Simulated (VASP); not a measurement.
Geometry relaxation of InSe (part 1 of 4)

InSe (P6₃/mmc, 8 atoms in the cell), computed with Kohn-Sham DFT of a periodic cell, LDA, VASP PAW LDA potentials, recommended, no spin polarisation (VASP 6.6.1).

The structure derives from an entry of the Crystallography Open Database.

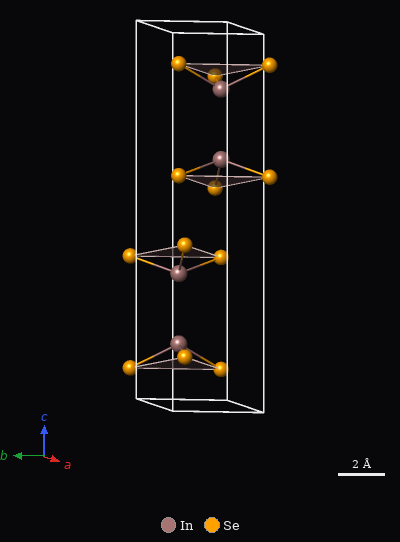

Fig. 1: The input geometry (polyhedral view of the cell of the calculation, seen at an oblique angle; polyhedra are completed across the faces of the cell). An atom can appear more than once, as a periodic image.

## Summary

| quantity | value |
| --- | --- |
| outcome | converged |
| space group (tolerance 0.01 Å) | P6₃/mmc (194) |
| electrons treated | 76 |
| free energy | −33.3294 eV |
| gap on the k-point mesh | 0.30 eV |
| pressure | 0.02 GPa |
| final volume | 224.75 Å³ |
| largest force (length of the vector) at the end | 0.005 eV/Å |
| final cell | a = 3.968 Å, b = 3.968 Å, c = 16.484 Å, α = 90.00°, β = 90.00°, γ = 120.00° |
| hardware | 2 threads of Intel Xeon (Sapphire Rapids), 176 GiB of memory available, shared host |
| wall time | 36 min (CPU time 72 min) |
| peak memory | 0.52 GiB |

## Remarks

The volume changed by more than 5 % on the plane waves of the start, so the result carries a basis error; a second relaxation from the end is advised.

## INCAR
```
SYSTEM = InSe
PREC = Accurate ; ENCUT = 600
EDIFF = 1E-6 ; ISMEAR = 0
SIGMA = 0.03 ; LREAL = .FALSE.
LASPH = .TRUE. ; NELM = 80
ALGO = Normal ; ISIF = 3
LWAVE = .FALSE. ; LCHARG = .FALSE.
GGA = CA ; IBRION = 2
NSW = 90 ; EDIFFG = -0.01
KPAR = 2
```

## KPOINTS
```
Automatic mesh
0
G
  9 9 2
  0 0 0
```

## POSCAR
```
InSe
1.0
    4.0500000000      0.0000000000      0.0000000000
   -2.0250000000      3.5074028853      0.0000000000
    0.0000000000      0.0000000000     16.9300000000
In Se
4 4
Direct
    0.3333333333      0.6666666667      0.1570000000
    0.6666666667      0.3333333333      0.6570000000
    0.3333333333      0.6666666667      0.3430000000
    0.6666666667      0.3333333333      0.8430000000
    0.3333333333      0.6666666667      0.6020000000
    0.6666666667      0.3333333333      0.1020000000
    0.3333333333      0.6666666667      0.8980000000
    0.6666666667      0.3333333333      0.3980000000
```

Command:
```bash
cat potpaw_LDA.64/In_d/POTCAR potpaw_LDA.64/Se/POTCAR > POTCAR
mpirun -np 2 vasp_std > vasp.out
```

## OSZICAR
```
N       E                     dE             d eps       ncg     rms          rms(c)
DAV:   1     0.827270256611E+03    0.82727E+03   -0.36781E+04  2160   0.205E+03
DAV:   2     0.102321760458E+03   -0.72495E+03   -0.71029E+03  2168   0.516E+02
DAV:   3    -0.233269174101E+02   -0.12565E+03   -0.12189E+03  2588   0.216E+02
DAV:   4    -0.324431559781E+02   -0.91162E+01   -0.90464E+01  2536   0.559E+01
DAV:   5    -0.328140479639E+02   -0.37089E+00   -0.37040E+00  2731   0.113E+01    0.129E+01
DAV:   6    -0.318574000434E+02    0.95665E+00   -0.16411E+00  2759   0.160E+01    0.653E+00
DAV:   7    -0.317275797175E+02    0.12982E+00   -0.10853E+00  3225   0.696E+00    0.155E+00
DAV:   8    -0.317176836500E+02    0.98961E-02   -0.14311E-01  3198   0.395E+00    0.111E+00
DAV:   9    -0.317185575461E+02   -0.87390E-03   -0.22028E-02  3144   0.779E-01    0.516E-01
DAV:  10    -0.317170992550E+02    0.14583E-02   -0.62530E-03  2790   0.109E+00    0.319E-01
DAV:  11    -0.317171279137E+02   -0.28659E-04   -0.11040E-03  2449   0.167E-01    0.555E-02
DAV:  12    -0.317171255691E+02    0.23446E-05   -0.51075E-05  3481   0.386E-02    0.610E-02
DAV:  13    -0.317171256434E+02   -0.74318E-07   -0.23273E-06  1995   0.114E-02
   1 F= -.31717126E+02 E0= -.31716929E+02  d E =-.317171E+02
       N       E                     dE             d eps       ncg     rms          rms(c)
DAV:   1    -0.368379564679E+02   -0.51208E+01   -0.77330E+02  3125   0.303E+02    0.159E+01
DAV:   2    -0.339783263013E+02    0.28596E+01   -0.32551E+01  2789   0.567E+01    0.665E+00
DAV:   3    -0.327445183097E+02    0.12338E+01   -0.44437E+00  2864   0.223E+01    0.199E+00
DAV:   4    -0.326892876276E+02    0.55231E-01   -0.38687E-01  2755   0.430E+00    0.120E+00
DAV:   5    -0.326701404057E+02    0.19147E-01   -0.35318E-02  3277   0.151E+00    0.102E+00
DAV:   6    -0.326638972717E+02    0.62431E-02   -0.73260E-03  2807   0.624E-01    0.336E-01
DAV:   7    -0.326632876107E+02    0.60966E-03   -0.20200E-03  2932   0.316E-01    0.993E-02
DAV:   8    -0.326633090179E+02   -0.21407E-04   -0.32294E-04  2517   0.161E-01    0.325E-02
DAV:   9    -0.326633092942E+02   -0.27627E-06   -0.19485E-05  3074   0.292E-02    0.176E-02
DAV:  10    -0.326633097698E+02   -0.47557E-06   -0.24871E-06  1737   0.128E-02
   2 F= -.32663310E+02 E0= -.32663300E+02  d E =-.946184E+00
       N       E                     dE             d eps       ncg     rms          rms(c)
DAV:   1    -0.330346385253E+02   -0.37133E+00   -0.31183E+01  3272   0.385E+01    0.486E+00
DAV:   2    -0.327989574375E+02    0.23568E+00   -0.14664E+00  3131   0.137E+01    0.156E+00
DAV:   3    -0.327522370444E+02    0.46720E-01   -0.12334E-01  3108   0.352E+00    0.892E-01
DAV:   4    -0.327428899717E+02    0.93471E-02   -0.20261E-02  2976   0.125E+00    0.381E-01
DAV:   5    -0.327412359779E+02    0.16540E-02   -0.41633E-03  2864   0.581E-01    0.130E-01
DAV:   6    -0.327413272122E+02   -0.91234E-04   -0.13333E-03  2569   0.307E-01    0.868E-02
DAV:   7    -0.327413279024E+02   -0.69022E-06   -0.10082E-04  3266   0.120E-01    0.247E-02
DAV:   8    -0.327413260841E+02    0.18183E-05   -0.22593E-05  3021   0.678E-02    0.857E-03
DAV:   9    -0.327413261133E+02   -0.29238E-07   -0.16707E-06  1451   0.133E-02
   3 F= -.32741326E+02 E0= -.32741271E+02  d E =-.102420E+01
       N       E                     dE             d eps       ncg     rms          rms(c)
DAV:   1    -0.361068752420E+02   -0.33655E+01   -0.14703E+02  3335   0.957E+01    0.144E+01
DAV:   2    -0.334606002579E+02    0.26463E+01   -0.10034E+01  2871   0.419E+01    0.405E+00
DAV:   3    -0.331690057767E+02    0.29159E+00   -0.12070E+00  3197   0.102E+01    0.324E+00
DAV:   4    -0.331336347311E+02    0.35371E-01   -0.88005E-02  3043   0.223E+00    0.145E+00
DAV:   5    -0.331144634000E+02    0.19171E-01   -0.39188E-02  2780   0.261E+00    0.491E-01
DAV:   6    -0.331142959603E+02    0.16744E-03   -0.54467E-03  3115   0.485E-01    0.210E-01
DAV:   7    -0.331143031683E+02   -0.72079E-05   -0.59922E-04  2764   0.174E-01    0.727E-02
DAV:   8    -0.331142882286E+02    0.14940E-04   -0.95540E-05  2673   0.716E-02    0.190E-02
DAV:   9    -0.331142884847E+02   -0.25608E-06   -0.11275E-05  2217   0.241E-02    0.203E-02
DAV:  10    -0.331142885205E+02   -0.35763E-07   -0.15469E-06  1543   0.981E-03
   4 F= -.33114289E+02 E0= -.33114287E+02  d E =-.372962E+00
       N       E                     dE             d eps       ncg     rms          rms(c)
DAV:   1    -0.334191913442E+02   -0.30490E+00   -0.15179E+01  3335   0.343E+01    0.402E+00
DAV:   2    -0.331770445981E+02    0.24215E+00   -0.85126E-01  2756   0.122E+01    0.117E+00
DAV:   3    -0.331426817411E+02    0.34363E-01   -0.12235E-01  2986   0.383E+00    0.870E-01
DAV:   4    -0.331413542374E+02    0.13275E-02   -0.99986E-03  2914   0.599E-01    0.453E-01
DAV:   5    -0.331393982919E+02    0.19559E-02   -0.32359E-03  2951   0.772E-01    0.176E-01
DAV:   6    -0.331393303595E+02    0.67932E-04   -0.47421E-04  3208   0.153E-01    0.700E-02
DAV:   7    -0.331393335673E+02   -0.32078E-05   -0.79499E-05  2725   0.736E-02    0.230E-02
DAV:   8    -0.331393313681E+02    0.21992E-05   -0.10242E-05  2724   0.264E-02    0.637E-03
DAV:   9    -0.331393313621E+02    0.60427E-08   -0.11043E-06  1343   0.676E-03
   5 F= -.33139331E+02 E0= -.33139331E+02  d E =-.398005E+00
       N       E                     dE             d eps       ncg     rms          rms(c)
DAV:   1    -0.342297711496E+02   -0.10904E+01   -0.30654E+01  2760   0.534E+01    0.652E+00
DAV:   2    -0.334642118544E+02    0.76556E+00   -0.25197E+00  3014   0.213E+01    0.262E+00
DAV:   3    -0.332877472152E+02    0.17646E+00   -0.39948E-01  3140   0.678E+00    0.134E+00
DAV:   4    -0.332617021966E+02    0.26045E-01   -0.71689E-02  3010   0.198E+00    0.585E-01
DAV:   5    -0.332573614738E+02    0.43407E-02   -0.12570E-02  2728   0.839E-01    0.290E-01
DAV:   6    -0.332575098120E+02   -0.14834E-03   -0.29659E-03  2728   0.444E-01    0.192E-01
DAV:   7    -0.332575053163E+02    0.44956E-05   -0.16770E-04  3459   0.128E-01    0.593E-02
DAV:   8    -0.332575053100E+02    0.62983E-08   -0.34972E-05  2917   0.719E-02    0.193E-02
DAV:   9    -0.332575049589E+02    0.35119E-06   -0.27238E-06  1866   0.127E-02
   6 F= -.33257505E+02 E0= -.33257461E+02  d E =-.118174E+00
       N       E                     dE             d eps       ncg     rms          rms(c)
DAV:   1    -0.334223067061E+02   -0.16480E+00   -0.49797E+00  2714   0.226E+01    0.257E+00
DAV:   2    -0.333004728512E+02    0.12183E+00   -0.40767E-01  3006   0.867E+00    0.104E+00
DAV:   3    -0.332708205240E+02    0.29652E-01   -0.70180E-02  3012   0.296E+00    0.505E-01
DAV:   4    -0.332673947695E+02    0.34258E-02   -0.11640E-02  2905   0.736E-01    0.229E-01
DAV:   5    -0.332666542375E+02    0.74053E-03   -0.16192E-03  3165   0.359E-01    0.114E-01
DAV:   6    -0.332666841748E+02   -0.29937E-04   -0.50146E-04  2788   0.176E-01    0.748E-02
DAV:   7    -0.332666851567E+02   -0.98184E-06   -0.21076E-05  3317   0.316E-02    0.253E-02
DAV:   8    -0.332666847869E+02    0.36981E-06   -0.23432E-06  1661   0.207E-02
   7 F= -.33266685E+02 E0= -.33266685E+02  d E =-.127353E+00
       N       E                     dE             d eps       ncg     rms          rms(c)
DAV:   1    -0.337307892706E+02   -0.46410E+00   -0.20329E+01  3110   0.327E+01    0.377E+00
DAV:   2    -0.334314206898E+02    0.29937E+00   -0.11155E+00  3059   0.119E+01    0.178E+00
DAV:   3    -0.333254458544E+02    0.10597E+00   -0.20612E-01  2950   0.365E+00    0.756E-01
DAV:   4    -0.333135196008E+02    0.11926E-01   -0.55548E-02  2623   0.164E+00    0.329E-01
DAV:   5    -0.333134142558E+02    0.10534E-03   -0.75815E-03  2715   0.753E-01    0.230E-01
DAV:   6    -0.333131147075E+02    0.29955E-03   -0.87532E-04  3416   0.260E-01    0.965E-02
DAV:   7    -0.333131246319E+02   -0.99244E-05   -0.16889E-04  2875   0.122E-01    0.337E-02
DAV:   8    -0.333131227073E+02    0.19245E-05   -0.94055E-06  2602   0.284E-02    0.185E-02
DAV:   9    -0.333131225017E+02    0.20560E-06   -0.53385E-06  2212   0.119E-02
   8 F= -.33313123E+02 E0= -.33313123E+02  d E =-.464377E-01
       N       E                     dE             d eps       ncg     rms          rms(c)
DAV:   1    -0.333317994017E+02   -0.18677E-01   -0.77134E-01  3086   0.597E+00    0.779E-01
DAV:   2    -0.333207664712E+02    0.11033E-01   -0.43262E-02  3117   0.250E+00    0.356E-01
DAV:   3    -0.333169823035E+02    0.37842E-02   -0.74980E-03  2888   0.684E-01    0.161E-01
DAV:   4    -0.333164087137E+02    0.57359E-03   -0.20293E-03  2617   0.278E-01    0.658E-02
DAV:   5    -0.333163903657E+02    0.18348E-04   -0.21928E-04  2821   0.117E-01    0.442E-02
DAV:   6    -0.333163837029E+02    0.66628E-05   -0.26063E-05  3192   0.324E-02    0.102E-02
DAV:   7    -0.333163841263E+02   -0.42344E-06   -0.48750E-06  2266   0.198E-02
   9 F= -.33316384E+02 E0= -.33316384E+02  d E =-.496993E-01
       N       E                     dE             d eps       ncg     rms          rms(c)
DAV:   1    -0.333323732618E+02   -0.15990E-01   -0.12417E+00  2883   0.640E+00    0.736E-01
DAV:   2    -0.333237715062E+02    0.86018E-02   -0.48915E-02  2901   0.259E+00    0.324E-01
DAV:   3    -0.333203875070E+02    0.33840E-02   -0.69447E-03  2988   0.724E-01    0.157E-01
DAV:   4    -0.333199308514E+02    0.45666E-03   -0.19704E-03  2822   0.262E-01    0.743E-02
DAV:   5    -0.333199025800E+02    0.28271E-04   -0.18985E-04  2815   0.106E-01    0.331E-02
DAV:   6    -0.333199020153E+02    0.56475E-06   -0.30186E-05  2798   0.396E-02    0.177E-02
DAV:   7    -0.333199021373E+02   -0.12206E-06   -0.26319E-06  1724   0.117E-02
  10 F= -.33319902E+02 E0= -.33319902E+02  d E =-.351801E-02
       N       E                     dE             d eps       ncg     rms          rms(c)
DAV:   1    -0.333199167081E+02   -0.14693E-04   -0.12066E-03  2913   0.204E-01    0.227E-02
DAV:   2    -0.333199079826E+02    0.87255E-05   -0.45663E-05  2916   0.808E-02    0.100E-02
DAV:   3    -0.333199046506E+02    0.33320E-05   -0.68621E-06  2511   0.232E-02    0.477E-03
DAV:   4    -0.333199042047E+02    0.44589E-06   -0.18245E-06  1509   0.861E-03
  11 F= -.33319904E+02 E0= -.33319904E+02  d E =-.352008E-02
       N       E                     dE             d eps       ncg     rms          rms(c)
DAV:   1    -0.333285961963E+02   -0.86915E-02   -0.33850E-01  2664   0.609E+00    0.605E-01
DAV:   2    -0.333222519172E+02    0.63443E-02   -0.28516E-02  2920   0.203E+00    0.205E-01
DAV:   3    -0.333211117214E+02    0.11402E-02   -0.44259E-03  2846   0.753E-01    0.113E-01
DAV:   4    -0.333210681269E+02    0.43595E-04   -0.43607E-04  2582   0.121E-01    0.539E-02
DAV:   5    -0.333210343226E+02    0.33804E-04   -0.70536E-05  2989   0.999E-02    0.307E-02
DAV:   6    -0.333210329804E+02    0.13422E-05   -0.15866E-05  3042   0.298E-02    0.112E-02
DAV:   7    -0.333210331032E+02   -0.12277E-06   -0.24940E-06  1581   0.177E-02
  12 F= -.33321033E+02 E0= -.33321033E+02  d E =-.112890E-02
       N       E                     dE             d eps       ncg     rms          rms(c)
DAV:   1    -0.333440666825E+02   -0.23034E-01   -0.99861E-01  2664   0.104E+01    0.105E+00
DAV:   2    -0.333252488014E+02    0.18818E-01   -0.85021E-02  2920   0.352E+00    0.353E-01
DAV:   3    -0.333218999721E+02    0.33488E-02   -0.12987E-02  2896   0.129E+00    0.197E-01
DAV:   4    -0.333217616559E+02    0.13832E-03   -0.12795E-03  2585   0.206E-01    0.923E-02
DAV:   5    -0.333216619540E+02    0.99702E-04   -0.21226E-04  2994   0.176E-01    0.537E-02
DAV:   6    -0.333216580046E+02    0.39494E-05   -0.46907E-05  3037   0.506E-02    0.201E-02
DAV:   7    -0.333216583681E+02   -0.36344E-06   -0.75542E-06  2069   0.301E-02
  13 F= -.33321658E+02 E0= -.33321658E+02  d E =-.175416E-02
       N       E                     dE             d eps       ncg     rms          rms(c)
DAV:   1    -0.333221992761E+02   -0.54127E-03   -0.27089E-02  2841   0.938E-01    0.836E-02
DAV:   2    -0.333221533126E+02    0.45963E-04   -0.13066E-03  2751   0.295E-01    0.353E-02
DAV:   3    -0.333221224360E+02    0.30877E-04   -0.77409E-05  2949   0.886E-02    0.182E-02
DAV:   4    -0.333221154582E+02    0.69779E-05   -0.23334E-05  2882   0.325E-02    0.780E-03
DAV:   5    -0.333221154086E+02    0.49558E-07   -0.45427E-06  2243   0.161E-02
  14 F= -.33322115E+02 E0= -.33322115E+02  d E =-.457041E-03
       N       E                     dE             d eps       ncg     rms          rms(c)
DAV:   1    -0.333241915819E+02   -0.20761E-02   -0.24321E-01  2854   0.283E+00    0.253E-01
DAV:   2    -0.333237497607E+02    0.44182E-03   -0.11833E-02  2738   0.894E-01    0.107E-01
DAV:   3    -0.333234696645E+02    0.28010E-03   -0.70715E-04  2957   0.271E-01    0.554E-02
DAV:   4    -0.333234062826E+02    0.63382E-04   -0.21122E-04  2880   0.989E-02    0.239E-02
DAV:   5    -0.333234058167E+02    0.46586E-06   -0.41369E-05  2602   0.485E-02    0.113E-02
DAV:   6    -0.333234054960E+02    0.32073E-06   -0.26005E-06  1670   0.155E-02
  15 F= -.33323405E+02 E0= -.33323405E+02  d E =-.174713E-02
       N       E                     dE             d eps       ncg     rms          rms(c)
DAV:   1    -0.333287712114E+02   -0.53654E-02   -0.97088E-01  2854   0.562E+00    0.510E-01
DAV:   2    -0.333269883933E+02    0.17828E-02   -0.47697E-02  2751   0.179E+00    0.215E-01
DAV:   3    -0.333258684435E+02    0.11199E-02   -0.28111E-03  2957   0.540E-01    0.112E-01
DAV:   4    -0.333256112257E+02    0.25722E-03   -0.85525E-04  2875   0.200E-01    0.477E-02
DAV:   5    -0.333256094572E+02    0.17685E-05   -0.16896E-04  2592   0.976E-02    0.229E-02
DAV:   6    -0.333256084305E+02    0.10266E-05   -0.12275E-05  2845   0.305E-02    0.174E-02
DAV:   7    -0.333256084356E+02   -0.50786E-08   -0.24910E-06  1431   0.120E-02
  16 F= -.33325608E+02 E0= -.33325608E+02  d E =-.395007E-02
       N       E                     dE             d eps       ncg     rms          rms(c)
DAV:   1    -0.333411506258E+02   -0.15542E-01   -0.38588E+00  2854   0.111E+01    0.103E+00
DAV:   2    -0.333339330177E+02    0.72176E-02   -0.19284E-01  2764   0.359E+00    0.436E-01
DAV:   3    -0.333294986077E+02    0.44344E-02   -0.11112E-02  2976   0.107E+00    0.229E-01
DAV:   4    -0.333284353260E+02    0.10633E-02   -0.34674E-03  2910   0.410E-01    0.959E-02
DAV:   5    -0.333284276913E+02    0.76347E-05   -0.70456E-04  2574   0.198E-01    0.464E-02
DAV:   6    -0.333284244223E+02    0.32690E-05   -0.50200E-05  3098   0.609E-02    0.356E-02
DAV:   7    -0.333284245296E+02   -0.10731E-06   -0.11993E-05  2750   0.222E-02    0.852E-03
DAV:   8    -0.333284235996E+02    0.92995E-06   -0.45960E-06  1719   0.125E-02
  17 F= -.33328424E+02 E0= -.33328424E+02  d E =-.676523E-02
       N       E                     dE             d eps       ncg     rms          rms(c)
DAV:   1    -0.333777915798E+02   -0.49367E-01   -0.15269E+01  2854   0.216E+01    0.215E+00
DAV:   2    -0.333485073384E+02    0.29284E-01   -0.79253E-01  2769   0.715E+00    0.897E-01
DAV:   3    -0.333312317112E+02    0.17276E-01   -0.42871E-02  2987   0.210E+00    0.483E-01
DAV:   4    -0.333265612547E+02    0.46705E-02   -0.14568E-02  3046   0.882E-01    0.198E-01
DAV:   5    -0.333265315089E+02    0.29746E-04   -0.31097E-03  2644   0.411E-01    0.996E-02
```
